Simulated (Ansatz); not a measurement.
**SiC$_{24}$: single-point calculation (part 2 of 2)**

The same run, continued: SiC$_{24}$ (slab, 25 atoms in the cell); DFT PBE+D3(BJ), scalar-relativistic, plane waves, PAW, PAW set soft_1, spin-polarised (Ansatz 0.2.0); cutoff 420 eV, 6×6×1 k-mesh, Gaussian smearing of 0.05 eV, collinear spins. The structure derives from an entry of the Crystallography Open Database.

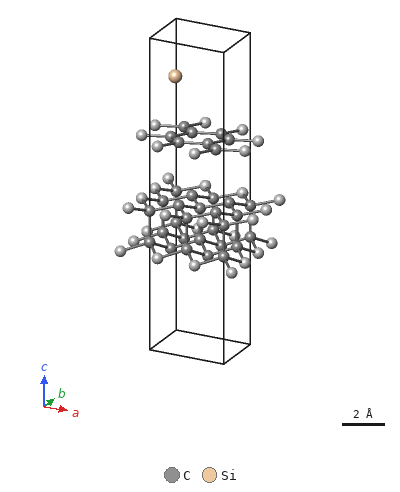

**Figure 1.** The input geometry (ball-and-stick view of the cell of the calculation, with the vacuum cut short, seen slightly off an axis; neighbours outside the cell are drawn fainter). An atom can appear more than once, as a periodic image.

```
WARN: The output density's exchange-correlation potential varies sharply where the density is thin. Do not read a vacuum level from v_tot or v_xc, or from such a field of the output density. On a cell that repeats whose density bears no net charge and no dipole along the vacuum's axis use v_es (v_loc + v_h of the components); under efield.dipole_correction with no amplitude use v_es + v_field, which holds any external_charges[].barrier, or the levels of the report's work_function block, which leave it out; under a non-zero efield.amplitude the vacuum is tilted and has no level; on a cell that repeats and bears such a dipole with no correction it is tilted too, and efield.dipole_correction with no amplitude gives each side of its ramp a level where efield: is served; in a cell that repeats whose density bears a net charge (total_charge, or a fill off its count) it is curved and has none; of a slab under crystal.periodic whose density bears no net charge use v_es, which has a level on each side, short of where the two are joined; of another it falls or rises all the way out and has none; of a slab beside external_charges read slab_vacuum_level instead, which it has where they leave it neutral. The grid or the basis barely resolves most such structure, and the values can differ between equally converged runs; as a rule a tighter scf.convergence.dr2_threshold does not remove it. Where the density itself ripples (under the LDA too) a higher basis.ecutwfc lessens it. The files hold the spikes' plane waves up to the density's cutoff. Files: v_tot_of_output_density and the like, and their columns of v_z.tsv (output.write_potential); v_xc_of_output_density and the like, and their columns of v_comp_z.tsv (output.write_potential_components). Measured: with its Gaussian average of σ = 0.25 Å subtracted twice, the exchange-correlation potential is over 0.1 eV at 662 of the grid points where the equally averaged density (valence and model cores) is under 1e-3 e/Å³, and 0.307 eV at the most among them, at an averaged density of 3.2e-8 e/Å³. The input density's (outcome.potential() and, of a run that writes arrays, v_tot and v_xc) is over 0.1 eV, so measured, at 96 points of its own thin density, 0.314 eV at the most. See output.write_potential in the manual, Limitations
SCF converged after 31 iterations
Magnetization: 1.8889 μB (50.9444 up, 49.0556 down)
Absolute magnetization: 6.6173 μB (∫|ρ↑−ρ↓|, with the PAW one-centre terms)
Spin contamination: 1.8129 ħ² per cell (⟨S²⟩ above its minimum at these occupations)
Per-site moments (μB) at R_I (Å): [(0.2523552648029813, 0.6353514648567962), (0.25257496667776, 0.6353514648567963), (0.25193970401745025, 0.6353514648567962), (0.25369694422108535, 0.6353514648567963), (-0.041115888713844445, 0.6353514648567962), (-0.04108886729142119, 0.6353514648567963), (-0.0409508156240846, 0.6353514648567962), (-0.041166057646798496, 0.6353514648567963), (0.04048600698361558, 0.6157311045361595), (0.039972541303589994, 0.6157311045361594), (0.04067255402265779, 0.6157311045361595), (0.04033324752178446, 0.6157311045361594), (-0.23350259908647222, 0.6157311045361594), (-0.2328301454242012, 0.6157311045361595), (-0.2307090868342658, 0.6157311045361594), (-0.23089385071209947, 0.6157311045361595), (0.01343266474045725, 0.5990187365335568), (-0.0004924997123966204, 0.5990187365335569), (0.0074949829809702224, 0.5990187365335569), (0.010554161788909866, 0.5990187365335572), (-0.01371218016489878, 0.5990187365335568), (-0.008572916606942134, 0.5990187365335569), (-0.0049069769579307265, 0.5990187365335569), (-0.001268009175921934, 0.5990187365335572), (0.8495984842823401, 1.2056663575702289)]
Free energy (F): -6641.994284 eV
Harris-Foulkes:  -6641.994284 eV  (|F-HF|=1.56e-8)
Internal energy: -6641.989965 eV  (E = F + TS)
E sigma→0 (E₀):  -6641.992125 eV
Entropy (-TS):   -0.004320 eV (-0.173 meV/atom)
Fermi energy:    0.871622 eV
Dipole field:    D = 0.070891 V/Å  (p = 0.196597 e·Å, saw-weighted, corrected)
Work function:   Φ+ = 3.8638 eV   Φ− = 5.4871 eV
Levels:          The Fermi level and band energies are counted from a zero that moves with the ramp; work functions are not
--- Per-component energies (eV) ---
  E_band       = -802.912146
  E_kinetic    = 2140.944146
  E_local      = -67089.966942  (includes V_loc(G=0)·N_el)
  E_nonlocal   = 582.555507
  E_hartree    = 32583.767817
  E_xc         = -1178.863692
  E_vxc        = -1430.134830  (∫ρ·V_xc dr)
  E_paw        = -2907.555637  (= ΣΔE_a)
  E_vpaw       = -182.832251  (= ΣTr[D̂ρ^β])
  E_aug_tail   = 0.000514  (compensation charges beyond the density's cutoff)
  E_efield     = 0.006968  (sawtooth field / dipole correction)
  E_vefield    = 8.974661  (∫n·V_field dr)
  E_ewald      = 29230.753630
  E_disp       = -3.632276  (pairwise vdW)
  E_smearing   = -0.004320  (= −TS)
  E_closure    = -0.000000  (closes the sum)
  Σ components = -6641.994284   (vs F -6641.994284, Δ=0.00e0)
--- Forces (eV/Å), atoms counted from 1 ---
  atom   1  C      0.00161561    -0.00358607     3.41532741
  atom   2  C     -0.00220281     0.00117763     3.40937295
  atom   3  C      0.00024735     0.00101946     3.41997065
  atom   4  C     -0.00046340     0.00024490     3.40519036
  atom   5  C      0.00119416    -0.00234222    -7.35592277
  atom   6  C      0.01192416     0.00376740    -7.37578224
  atom   7  C     -0.00407491    -0.00391290    -7.35958248
  atom   8  C     -0.00942250     0.00022132    -7.36860347
  atom   9  C     -0.00815677    -0.01416014     3.56040849
  atom  10  C     -0.00652372    -0.00350868     3.55776707
  atom  11  C      0.00051466     0.01113559     3.54564177
  atom  12  C      0.00960429     0.00054147     3.55669397
  atom  13  C     -0.00210736    -0.00425404     0.38967005
  atom  14  C     -0.00307688     0.00374633     0.38017543
  atom  15  C      0.00280187    -0.00021062     0.40606005
  atom  16  C      0.00537348     0.00421208     0.38548198
  atom  17  C      0.23754435    -0.11275777    -0.08084066
  atom  18  C      0.05330937     0.21046176     0.32454941
  atom  19  C     -0.25180579    -0.20552424    -0.02802809
  atom  20  C     -0.08203473    -0.01723373    -0.06151642
  atom  21  C      0.03627348    -0.19329022     0.41062841
  atom  22  C     -0.20192936     0.17406605     0.06776397
  atom  23  C     -0.05827296    -0.01338985    -0.05102452
  atom  24  C      0.19784238     0.13255112    -0.05266911
  atom  25  Si     0.07182809     0.03103130    -0.50069399
  max |Σ_I F_I| component: 3.82e-5 eV/Å
--- Band table (eV; the first three rows and the last of 40) ---
  k-point 0 ↑: bands = ["-20.4521", "-18.7397", "-16.6341", "-15.3084", "-15.3077", "-15.3064", "-13.8106", "-13.7761", "-13.7389", "-13.6733", "-13.6668", "-13.6544", "-12.5747", "-12.5476", "-12.5349", "-11.3046", "-11.3039", "-11.3017", "-10.5453", "-10.5435", "-10.5430", "-9.4630", "-7.4628", "-5.9561", "-5.9352", "-5.9200", "-5.8753", "-5.7658", "-5.7654", "-5.7647", "-5.6535", "-5.6525", "-5.6509", "-3.2973", "-3.2970", "-3.2964", "-2.7276", "-2.7265", "-2.4112", "-2.4112", "-2.2385", "-2.1729", "-2.0907", "-2.0101", "-0.9425", "-0.9354", "-0.9198", "-0.3112", "-0.3111", "0.4992", "0.9180", "0.9902", "1.6127", "1.6696", "1.6987", "2.1360", "2.1790", "2.3203", "2.9950", "4.3948", "5.3594", "6.0055", "6.3153", "6.3168", "6.3180", "6.4967", "7.1040", "7.1121", "7.1313", "7.6044", "7.6131", "7.6193", "7.6193", "7.7743", "7.7895", "7.8077"]
  k-point 1 ↑: bands = ["-20.2834", "-18.5814", "-16.4759", "-16.4082", "-15.5907", "-15.5896", "-14.9107", "-14.1170", "-14.0641", "-13.1896", "-13.1880", "-13.0469", "-11.9658", "-11.9566", "-11.8635", "-11.6671", "-11.6664", "-11.1614", "-9.8925", "-9.8921", "-9.3118", "-9.0344", "-7.3185", "-6.4436", "-6.4386", "-6.4117", "-6.3854", "-6.0800", "-5.8177", "-5.7774", "-5.6083", "-5.5762", "-5.5742", "-3.8373", "-3.8371", "-3.3671", "-3.2139", "-3.1473", "-3.0453", "-2.8969", "-2.7638", "-2.2841", "-2.1158", "-2.0066", "-0.9368", "-0.7717", "-0.7614", "-0.6415", "-0.5835", "0.6371", "0.7187", "1.0506", "1.5327", "1.6513", "1.6672", "2.2904", "2.4357", "2.9310", "3.0606", "4.6346", "5.7473", "6.2082", "6.4719", "6.6526", "7.0661", "7.0692", "7.1588", "7.2306", "7.5746", "7.8041", "7.8332", "8.0011", "8.0268", "8.0299", "8.1026", "8.1442"]
  k-point 2 ↑: bands = ["-19.7794", "-18.1083", "-17.8047", "-16.2468", "-16.0035", "-15.9518", "-15.9511", "-14.4942", "-14.4510", "-14.1628", "-12.6029", "-12.6022", "-11.5533", "-11.5528", "-10.8707", "-10.8622", "-9.9891", "-9.1420", "-9.0637", "-9.0632", "-8.8823", "-7.5276", "-7.4949", "-7.4044", "-7.4027", "-7.1979", "-6.9461", "-6.7325", "-5.6578", "-5.6550", "-5.6276", "-5.3282", "-5.1498", "-5.0905", "-5.0574", "-5.0572", "-4.9635", "-4.1174", "-3.7939", "-3.5658", "-2.7880", "-2.7130", "-2.4176", "-2.2867", "-1.4159", "-1.2603", "-0.4329", "-0.3663", "-0.3637", "0.1818", "0.7988", "1.1383", "1.5225", "1.5333", "1.6052", "2.7038", "2.7492", "2.8053", "4.9211", "5.1848", "6.0228", "6.5336", "6.7817", "6.8772", "7.2699", "7.4673", "7.6318", "7.8892", "8.1935", "8.2687", "8.3508", "8.3687", "8.4535", "8.5494", "8.7077", "8.8989"]
  k-point 19 ↓: bands = ["-19.0292", "-19.0284", "-17.3726", "-17.2713", "-16.1656", "-16.1654", "-15.1793", "-15.1780", "-14.6179", "-14.5969", "-12.5612", "-12.5602", "-10.9865", "-10.9857", "-10.0824", "-10.0719", "-9.2955", "-9.2946", "-8.4972", "-8.4935", "-8.3406", "-8.3264", "-7.2372", "-7.2310", "-7.1769", "-7.1758", "-7.0110", "-6.9899", "-6.0105", "-6.0100", "-5.9660", "-5.6914", "-5.6895", "-5.2317", "-4.7180", "-4.7168", "-4.6772", "-4.5848", "-4.5247", "-4.5211", "-4.2577", "-2.4531", "-2.3498", "-1.9501", "-1.9479", "-0.5897", "-0.5842", "-0.0531", "-0.0526", "1.4363", "1.5945", "1.5994", "1.9188", "2.1041", "2.1582", "2.4675", "3.0530", "3.0969", "6.3157", "6.3487", "6.9579", "6.9750", "7.0159", "7.1716", "7.2581", "7.6495", "7.7763", "7.8825", "7.9780", "8.1061", "8.3122", "8.4760", "8.4969", "8.5103", "8.7937", "9.0471"]
--- Löwdin populations: 25 sites ---
  site symbol       q [e]    m [muB]
     0      C      3.9648     0.6097
     1      C      3.9649     0.6105
     2      C      3.9640     0.6095
     3      C      3.9651     0.6135
     4      C      3.9927    -0.1072
     5      C      3.9928    -0.1069
     6      C      3.9928    -0.1071
     7      C      3.9928    -0.1072
     8      C      3.9778     0.1006
     9      C      3.9779     0.0999
    10      C      3.9776     0.1009
    11      C      3.9779     0.1006
    12      C      3.9707    -0.5751
    13      C      3.9720    -0.5757
    14      C      3.9733    -0.5679
    15      C      3.9717    -0.5687
    16      C      3.9622     0.0352
    17      C      3.9696     0.0034
    18      C      3.9589     0.0202
    19      C      3.9586     0.0267
    20      C      3.9724    -0.0286
    21      C      3.9633    -0.0185
    22      C      3.9597    -0.0123
    23      C      3.9667    -0.0013
    24     Si      3.9390     1.7376
  spilling = 0.007207 (of n_electrons = 100.000000)
```

File populations.tsv
```
# site	symbol	l	j	q_up	q_dn
# orbitals = lowdin
# n_electrons = 100.000000
# spilling = 0.007207
0	C	0_2S	-	0.578565	0.487942
0	C	1_2P	-	1.708698	1.189582
1	C	0_2S	-	0.578602	0.487900
1	C	1_2P	-	1.709063	1.189304
2	C	0_2S	-	0.578815	0.487853
2	C	1_2P	-	1.707953	1.189379
3	C	0_2S	-	0.578756	0.487634
3	C	1_2P	-	1.710551	1.188156
4	C	0_2S	-	0.469943	0.491778
4	C	1_2P	-	1.472783	1.558183
5	C	0_2S	-	0.470083	0.491742
5	C	1_2P	-	1.472872	1.558110
6	C	0_2S	-	0.469960	0.491776
6	C	1_2P	-	1.472923	1.558173
7	C	0_2S	-	0.470005	0.491767
7	C	1_2P	-	1.472770	1.558242
8	C	0_2S	-	0.466460	0.449687
8	C	1_2P	-	1.572756	1.488941
9	C	0_2S	-	0.466464	0.449758
9	C	1_2P	-	1.572441	1.489218
10	C	0_2S	-	0.466462	0.449648
10	C	1_2P	-	1.572816	1.488679
11	C	0_2S	-	0.466498	0.449695
11	C	1_2P	-	1.572753	1.488944
12	C	0_2S	-	0.470922	0.521454
12	C	1_2P	-	1.226910	1.751447
13	C	0_2S	-	0.471117	0.521533
13	C	1_2P	-	1.227011	1.752306
14	C	0_2S	-	0.471280	0.521119
14	C	1_2P	-	1.231440	1.749493
15	C	0_2S	-	0.471258	0.521074
15	C	1_2P	-	1.230266	1.749131
16	C	0_2S	-	0.460389	0.458484
16	C	1_2P	-	1.538283	1.505013
17	C	0_2S	-	0.461941	0.461462
17	C	1_2P	-	1.524557	1.521594
18	C	0_2S	-	0.461039	0.459607
18	C	1_2P	-	1.528525	1.509731
19	C	0_2S	-	0.461027	0.459473
19	C	1_2P	-	1.531637	1.506442
20	C	0_2S	-	0.460346	0.461797
20	C	1_2P	-	1.511554	1.538666
21	C	0_2S	-	0.459495	0.460387
21	C	1_2P	-	1.512886	1.530544
22	C	0_2S	-	0.459488	0.460167
22	C	1_2P	-	1.514221	1.525859
23	C	0_2S	-	0.458800	0.459040
23	C	1_2P	-	1.523901	1.525002
24	Si	0_3S	-	0.994458	0.988689
24	Si	1_3P	-	1.843881	0.112018
```

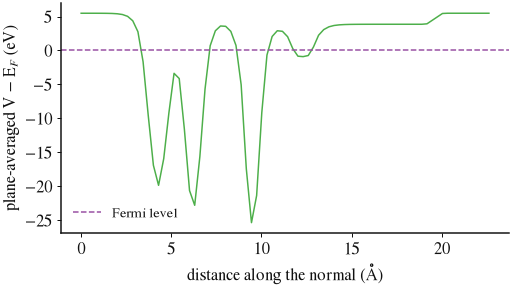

**Figure 2.** Plane average of the electrostatic potential energy of an electron across the cell, from the Fermi level. The vacuum level lies 3.86 eV above the Fermi level on the upper side and 5.49 eV on the lower.

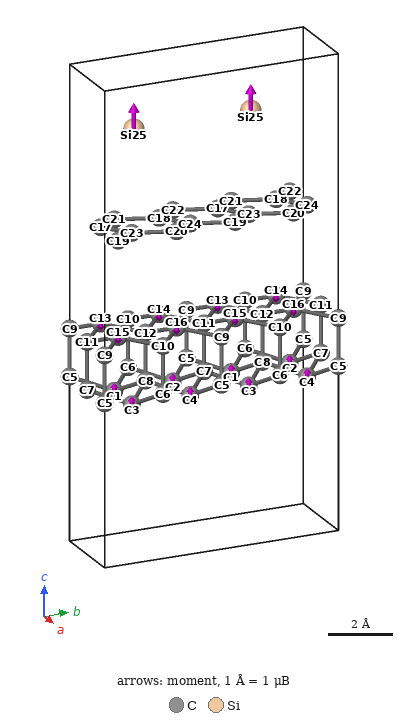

**Figure 3.** Magnetic moments of the sites as pink arrows (ball-and-stick view of the 1 × 2 repeat of the cell, with the vacuum cut short, seen slightly off an axis; atoms are numbered from 1 in the order of the input); small moments hardly show. The run is collinear, so the axis drawn is arbitrary. Site moments: Si25 (0.85 μB); C1, C2, C3, C4 (0.25 μB); C13, C14, C15, C16 (−0.23 μB). They are counted near the atoms and needn't add up to the moment of the cell.

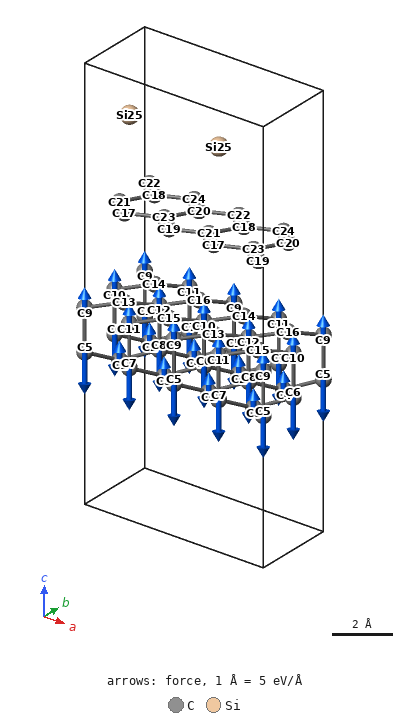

**Figure 4.** Forces on the atoms as blue arrows (ball-and-stick view of the 2 × 1 repeat of the cell, with the vacuum cut short, seen slightly off an axis; atoms are numbered from 1 in the order of the input); the smallest are left out. The largest act on C6 (7.38 eV/Å); C8 (7.37 eV/Å); C5, C7 (7.36 eV/Å); C9, C10, C12 (3.56 eV/Å), among others. The geometry is not a stationary point of this energy.

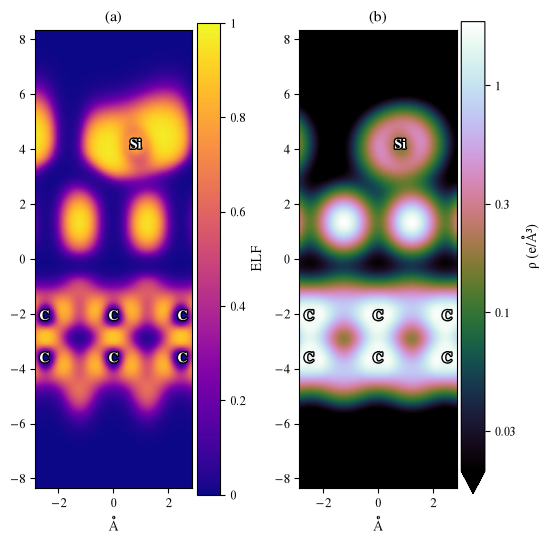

**Figure 5.** (a) electron localisation function; (b) valence pseudo-density on the (010) plane of the calculation cell, a cut from vacuum to vacuum. The section cuts through C and Si sites. C–C (1.54 Å): ρ at the midpoint is about 1.5 e/Å³; the ELF peaks at about 0.90 between the atoms, as expected for localised, shared-pair bonding. The density dies away to nearly zero in the vacuum. In a PAW calculation such maps are meaningful between the atoms, not at the nuclei.

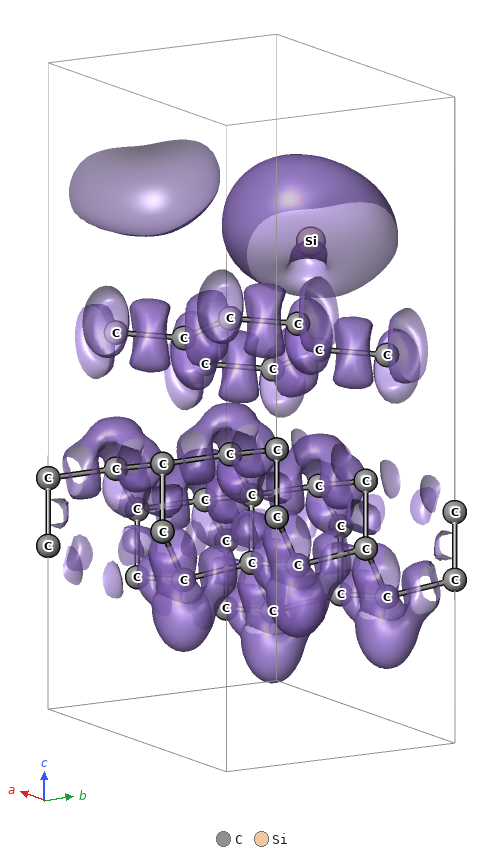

**Figure 6.** Isosurface of the ELF at 0.7 (purple), seen at an oblique angle. Core shells and regions of very low density are left out. Sticks mark near contacts. Profiles from the grid: C–C (1.45 Å): the ELF peaks at about 0.95 between the atoms (a shared electron pair).

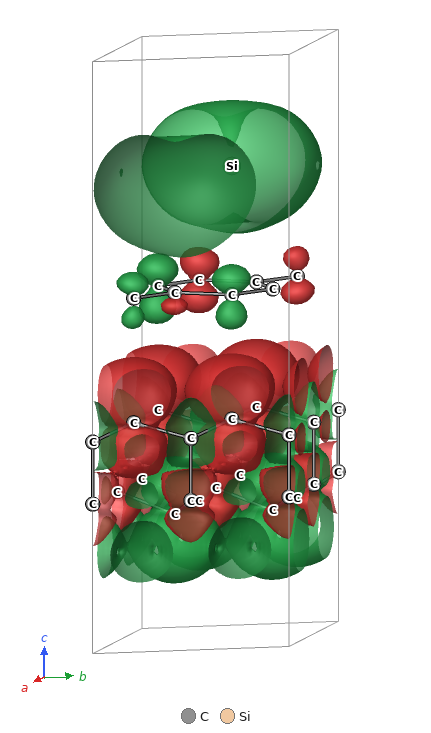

**Figure 7.** Isosurfaces of the magnetisation density (up minus down) at +0.01 (green) and −0.01 e/Å³ (red), seen slightly off an axis. Sticks mark near contacts. The spin density sits on Si: +0.8 μB in one cell of 25 atoms: a single local moment. The cell of the calculation (25 atoms) carries 1.9 μB net.

Key numbers

```json
{"quantity": "outcome", "value": "converged"}
{"quantity": "electrons treated", "value": "100"}
{"quantity": "free energy", "value": "−6641.9943 eV"}
{"quantity": "work function, top face", "value": "3.86 eV"}
{"quantity": "work function, bottom face", "value": "5.49 eV"}
{"quantity": "Fermi energy", "value": "0.872 eV"}
{"quantity": "gap on the k-point mesh", "value": "none (metallic)"}
{"quantity": "net moment of the cell", "value": "1.89 μB"}
{"quantity": "integrated absolute moment", "value": "6.62 μB"}
{"quantity": "work function (upper face)", "value": "3.86 eV"}
{"quantity": "largest force (length of the vector)", "value": "7.376 eV/Å"}
{"quantity": "hardware", "value": "2 threads of Arm Neoverse V2, 24 GiB of memory available, shared host"}
{"quantity": "wall time", "value": "3.6 min (CPU time 7 min)"}
{"quantity": "peak memory", "value": "1.5 GiB"}
```

Warnings of the run: the exchange-correlation potential is rough where the density is thin.
